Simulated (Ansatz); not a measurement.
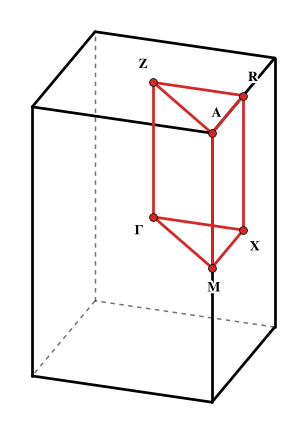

Crystal: TiO2, a calculation's input that goes back to an entry of the Crystallography Open Database (an earlier step may have relaxed or displaced it). The figure shows the first Brillouin zone with its special points and a band path. Geometry calculated from the standardised cell; symmetry tolerance 0.002 Å.

Labels and path follow the convention of Hinuma et al. (2017), as computed by seekpath.

Question: What lattice type do the shape and the labels point to?

Answer: A primitive tetragonal lattice (tP; extended symbol tP1). The zone is a parallelepiped in its combinatorial type: 6 faces (6 with 4 edges), 12 edges, 8 vertices.

Question: In which order does the conventional band path visit the special points?

Answer: Γ–X–M–Γ–Z–R–A–Z | X–R | M–A
